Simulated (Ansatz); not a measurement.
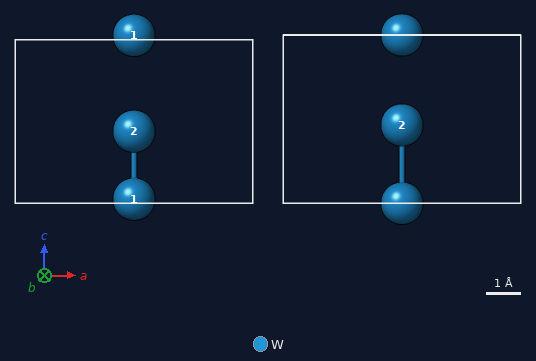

Two geometries of a wire of composition W, drawn at one scale. One is the start of a relaxation, the other its converged end. A ball-and-stick model of the cell of the calculation, with the vacuum cut short, seen along the b axis.

The calculation used DFT PBE, scalar-relativistic, plane waves, PAW in Ansatz 0.2.0. (plane-wave cutoff 420 eV; k-point mesh 1 × 1 × 13; occupations gaussian; smearing width 0.05 eV; collinear spin; cell relaxed at fixed a, b, alpha, beta, gamma; force threshold 0.01 eV/Å; at most 45 steps)

Q: Which one is relaxed?

A: The left one is the relaxed one. Case: dimerised chain of atoms. The largest moves relative to the layer's centre, 0.12 Å, are those of W1 and W2. Along the periodic axis the drawn cell goes c 4.963 → 4.827 Å (−2.7 %). Near-neighbour distances that change, for instance: W1–W2 2.308 → 1.999 Å, W1–W2 (another image) 2.655 → 2.828 Å. After 6 accepted moves (8 points after the start) the energy has fallen by 0.951 eV per cell of the calculation. The largest force component goes from 3 to 0.0011 eV/Å. The line search rejected the trial step at point 2 of the run. At 1 point the geometry stayed and the basis and grid were re-selected for the new cell (energy shift of 0.3 meV per cell of the calculation at most each time). The program noted that the starting moments weren't kept.

Limits of the set-up: the k-point mesh is coarse for a cell with partly filled bands.
